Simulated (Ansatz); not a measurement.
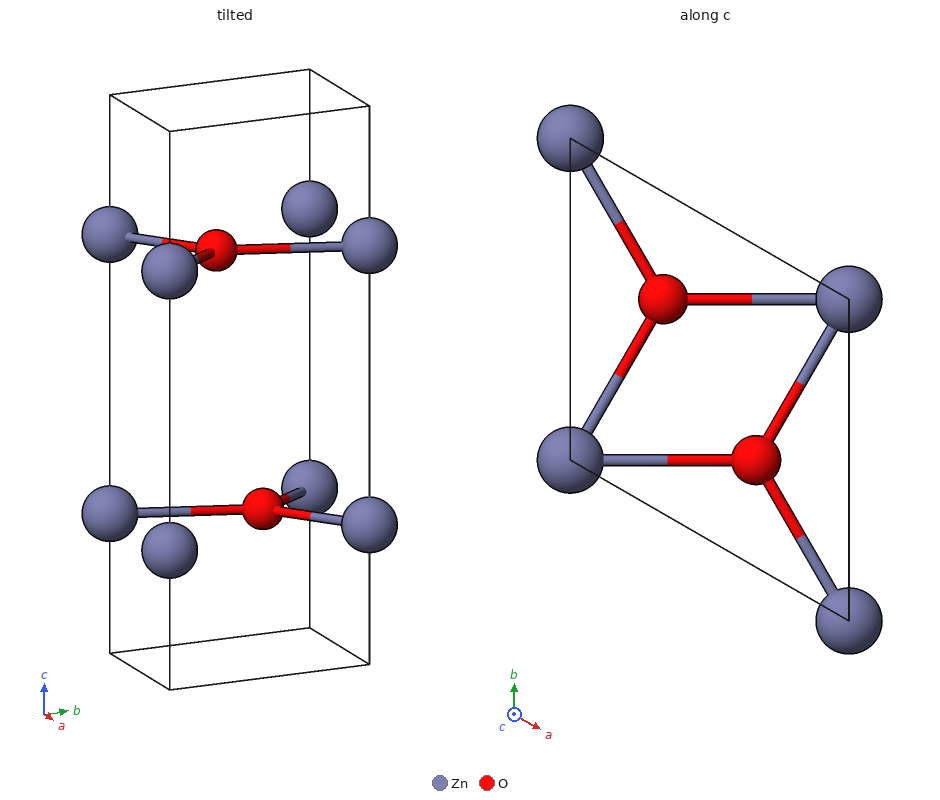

A ball-and-stick rendering, viewed slightly off an axis and along the c axis. Lines trace the edges of the conventional unit cell.

ZnO, space group P6_3/mmc (No. 194), a = 3.39 Å, b = 3.39 Å, c = 7.02 Å, α = 90.00°, β = 90.00°, γ = 120.00°.

The numbers come from Ansatz 0.2.0, DFT PBE+D3(BJ), scalar-relativistic, plane waves, PAW, using a cutoff energy of 420 eV, a 9×9×4 mesh of k-points, Gaussian smearing of 0.05 eV, no spin polarisation.

### Does it come out as a metal, or with a gap?

A semiconductor at this level, with a gap of 0.74 eV on the k-mesh (the true edges may lie between mesh points, so the gap can be somewhat smaller).

### What pressure does the calculation give for this cell?

The computed pressure is -8.8 GPa (stretched: it would shrink). The stress isn't hydrostatic: its largest component is 12.5 GPa.

It goes back to a structure listed in the Materials Project. The cell was then strained or its atoms displaced on purpose. It went into a calculation with Ansatz.

At this level of theory the cell isn't at rest (stretched, at -9 GPa), so its distances can differ from those at equilibrium, the more so the softer the solid.
